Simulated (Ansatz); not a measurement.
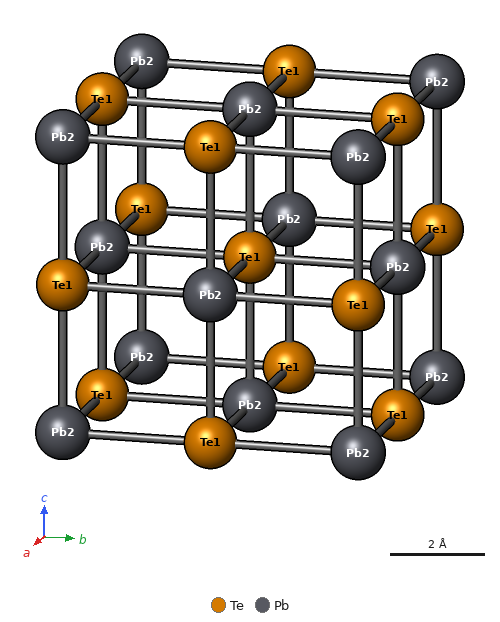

**Figure 1.** The input geometry of run A (ball-and-stick view of the cell 4 times as large as that of the calculation, set on its symmetry axes, seen slightly off an axis; atoms are numbered from 1 in the order of the input). Near neighbours in the crystal (not all of them lie inside the picture): Te has 6 Pb at 3.28 Å; Pb has 6 Te at 3.28 Å.

## PbTe: a changed input and its effect

System: PbTe (Fm-3m, 2 atoms in the cell).
Method of run A: DFT r2SCAN, scalar-relativistic, plane waves, PAW, no spin polarisation (Ansatz 0.2.0).

The structure derives from an entry of the Crystallography Open Database. Text and figures count atoms from 1; the logs count them from 0 in places.

## Input, run A
```yaml
crystal:
  lattice:
    - [0.0, 3.2848036221, 3.2848036221]
    - [3.2848036221, 0.0, 3.2848036221]
    - [3.2848036221, 3.2848036221, 0.0]
  atoms:
    - { symbol: Te, position: [0.5, 0.5, 0.5] }
    - { symbol: Pb, position: [0.0, 0.0, 0.0] }
basis:
  ecutwfc: 500
  ecutrho_ratio: 4
kpoints:
  mp_grid: { grid: [6, 6, 6] }
hamiltonian:
  xc: r2scan
scf:
  occupations: { method: gaussian, width: 0.05 }
output:
  forces: true
  stress: true
  eigenvalues: true
```

Command:
```bash
ansatz run input.yaml --threads 1 --pin off --max-ram 2560MiB --backend cpu --events-out ev --progress --plain --runs-dir out
```

Hardware: 1 thread of Intel Xeon @ 2.50GHz (Skylake/Cascade Lake), 189 GiB of memory available, shared host.

## Output, shortened to warnings, some set-up lines, iterations and results (run A)
```
Basis set: ecut = 500 eV, 1807 PW (Γ), exchange–correlation on 144×144×144 points (64 copies of the dense FFT grid, shifted against one another)
Symmetry: 48 space group operations
k-points: 16 of 216
Initial density: superposition of atomic densities (neutral atoms: chi_scale 0, normalization atom), corrected by the library's trained network
[...]
SCF iter   1: F=—  HF=-18916.684278 eV  |F-HF|=—  |Δ(HF+E_count)|=         —  Δρ=4.77e-3  dr2=1.19e-2  dr2_τ=1.09e-3  ethr=1.77e-3  ⟨swp⟩=6.6  Hψ=1610  notcnv=0
SCF iter   2: F=—  HF=-18916.684564 eV  |F-HF|=—  |Δ(HF+E_count)|=   2.86e-4  Δρ=1.34e-3  dr2=1.07e-3  dr2_τ=9.01e-5  ethr=3.95e-5  ⟨swp⟩=2.0  Hψ=656  notcnv=0
SCF iter   3: F=—  HF=-18916.684740 eV  |F-HF|=—  |Δ(HF+E_count)|=   1.76e-4  Δρ=4.65e-4  dr2=7.66e-5  dr2_τ=6.33e-6  ethr=3.58e-6  ⟨swp⟩=2.1  Hψ=517  notcnv=0
SCF iter   4: F=—  HF=-18916.684789 eV  |F-HF|=—  |Δ(HF+E_count)|=   4.90e-5  Δρ=1.24e-4  dr2=5.46e-6  dr2_τ=1.20e-7  ethr=2.55e-7  ⟨swp⟩=2.5  Hψ=561  notcnv=0
SCF iter   5: F=—  HF=-18916.684794 eV  |F-HF|=—  |Δ(HF+E_count)|=   5.08e-6  Δρ=3.60e-5  dr2=2.39e-6  dr2_τ=2.22e-8  ethr=1.82e-8  ⟨swp⟩=2.9  Hψ=605  notcnv=0
SCF iter   6: F=-18916.684793 eV  HF=-18916.684793 eV  |F-HF|=4.97e-9  |Δ(HF+E_count)|=   8.94e-7  Δρ=8.19e-6  dr2=2.91e-8  dr2_τ=8.40e-10  ethr=3.33e-10  ⟨swp⟩=5.0  Hψ=1698  …
SCF 1 converged in 6 iterations: F = -18916.684793 eV  dr2 = 2.91e-8
SCF converged after 6 iterations
Free energy (F): -18916.684793 eV
Harris-Foulkes:  -18916.684793 eV  (|F-HF|=4.97e-9)
Internal energy: -18916.684793 eV  (E = F + TS)
E sigma→0 (E₀):  -18916.684793 eV
Fermi energy:    8.356652 eV
--- Per-component energies (eV) ---
  E_band       = -355.920905
  E_kinetic    = 466.245145
  E_local      = -2461.594684  (includes V_loc(G=0)·N_el)
  E_nonlocal   = 40.503072
  E_hartree    = 1284.999483
  E_xc         = -323.446481
  E_vxc        = -256.454866  (∫ρ·V_xc dr)
  E_paw        = -15118.452046  (= ΣΔE_a)
  E_vpaw       = -731.921428  (= ΣTr[D̂ρ^β])
  E_aug_tail   = -0.000023  (compensation charges beyond the density's cutoff)
  E_vtau       = 17.300363  (kinetic-family band-sum trace: ∫τ·v_τ [+ j·A + Jᵃ·Aᵃ] dr)
  E_ewald      = -2806.189618
  E_core_change = 1.250358  (= ΣΔE_core)
  E_smearing   = -0.000000  (= −TS)
  E_closure    = -0.000000  (closes the sum)
  Σ components = -18916.684793   (vs F -18916.684793, Δ=0.00e0)
--- Forces (eV/Å), atoms counted from 1 ---
  atom   1  Te     0.00000000    -0.00000000    -0.00000000
  atom   2  Pb    -0.00000000     0.00000000     0.00000000
  max |Σ_I F_I| component: 3.06e-29 eV/Å
--- Stress (GPa, compression-positive) ---
       -0.638741      -0.000000       0.000000
       -0.000000      -0.638741      -0.000000
        0.000000       0.000000      -0.638741
  P = ⅓ Tr σ = -0.6387 GPa (-6.387 kbar)
```

For run B the input was changed thus:
```diff
-  ecutwfc: 500
+  ecutwfc: 420
-  xc: r2scan
+  xc: pbe
```

What does this change do to the results?

The total energies belong to different methods, so their difference says nothing on which is more stable or more accurate. The gap on the mesh goes from 1.12 to 0.83 eV. The pressure goes from −0.64 to 0.00 GPa. The functional changes from r2SCAN to PBE. The number of SCF iterations is the same. The plane waves at Γ go from 1807 to 1411. On the same kind of shared host run B took about 0.39 times as long.

## Output, shortened to warnings, some set-up lines, iterations and results (run B)
```
Basis set: ecut = 420 eV, 1411 PW (Γ), exchange–correlation on 64×64×64 points (8 copies of the dense FFT grid, shifted against one another)
Symmetry: 48 space group operations
k-points: 16 of 216
Initial density: superposition of atomic densities (neutral atoms: chi_scale 0, normalization atom), corrected by the library's trained network
[...]
SCF iter   1: F=—  HF=-18887.188731 eV  |F-HF|=—  |Δ(HF+E_count)|=         —  Δρ=5.02e-4  dr2=2.14e-4  ethr=1.77e-3  ⟨swp⟩=6.5  Hψ=1560  notcnv=0
SCF iter   2: F=—  HF=-18887.186986 eV  |F-HF|=—  |Δ(HF+E_count)|=   1.74e-3  Δρ=3.60e-4  dr2=8.59e-5  ethr=7.14e-7  ⟨swp⟩=3.1  Hψ=826  notcnv=0
SCF iter   3: F=—  HF=-18887.186987 eV  |F-HF|=—  |Δ(HF+E_count)|=   3.96e-7  Δρ=1.70e-4  dr2=1.41e-5  ethr=2.86e-7  ⟨swp⟩=2.0  Hψ=440  notcnv=0
SCF iter   4: F=—  HF=-18887.187016 eV  |F-HF|=—  |Δ(HF+E_count)|=   2.90e-5  Δρ=6.57e-5  dr2=3.44e-6  ethr=4.71e-8  ⟨swp⟩=2.0  Hψ=544  notcnv=0
SCF iter   5: F=—  HF=-18887.187014 eV  |F-HF|=—  |Δ(HF+E_count)|=   1.99e-6  Δρ=2.70e-5  dr2=5.80e-7  ethr=1.15e-8  ⟨swp⟩=2.0  Hψ=544  notcnv=0
SCF iter   6: F=-18887.187014 eV  HF=-18887.187014 eV  |F-HF|=6.54e-8  |Δ(HF+E_count)|=   5.37e-9  Δρ=8.25e-6  dr2=5.32e-8  ethr=3.33e-10  ⟨swp⟩=4.4  Hψ=1600  notcnv=0
SCF 1 converged in 6 iterations: F = -18887.187014 eV  dr2 = 5.32e-8
SCF converged after 6 iterations
Free energy (F): -18887.187014 eV
Harris-Foulkes:  -18887.187014 eV  (|F-HF|=6.54e-8)
Internal energy: -18887.187014 eV  (E = F + TS)
E sigma→0 (E₀):  -18887.187014 eV
Fermi energy:    8.339329 eV
--- Per-component energies (eV) ---
  E_band       = -335.041691
  E_kinetic    = 467.026492
  E_local      = -2459.397154  (includes V_loc(G=0)·N_el)
  E_nonlocal   = 39.736059
  E_hartree    = 1283.023375
  E_xc         = -344.955343
  E_vxc        = -236.278089  (∫ρ·V_xc dr)
  E_paw        = -15066.430666  (= ΣΔE_a)
  E_vpaw       = -712.160945  (= ΣTr[D̂ρ^β])
  E_aug_tail   = -0.000160  (compensation charges beyond the density's cutoff)
  E_ewald      = -2806.189618
  E_smearing   = -0.000000  (= −TS)
  E_closure    = 0.000000  (closes the sum)
  Σ components = -18887.187014   (vs F -18887.187014, Δ=0.00e0)
--- Forces (eV/Å), atoms counted from 1 ---
  atom   1  Te     0.00000000    -0.00000000    -0.00000000
  atom   2  Pb    -0.00000000     0.00000000     0.00000000
  max |Σ_I F_I| component: 4.29e-29 eV/Å
--- Stress (GPa, compression-positive) ---
       -0.002878      -0.000000      -0.000000
       -0.000000      -0.002878      -0.000000
       -0.000000      -0.000000      -0.002878
  P = ⅓ Tr σ = -0.0029 GPa (-0.029 kbar)
```

## The two runs side by side

```csv
quantity,run A,run B
outcome,converged,converged
free energy per atom (eV),−9458.3424,−9443.5935
gap on the mesh (eV),1.12,0.83
pressure (GPa),−0.64,0.00
largest force (eV/Å),0.000,0.000
SCF iterations,6,6
irreducible k-points,16,16
plane waves at Γ,1807,1411
wall time (shared host),12 s,4.7 s
```

For both runs: Spin–orbit coupling is left out, which matters for Pb.
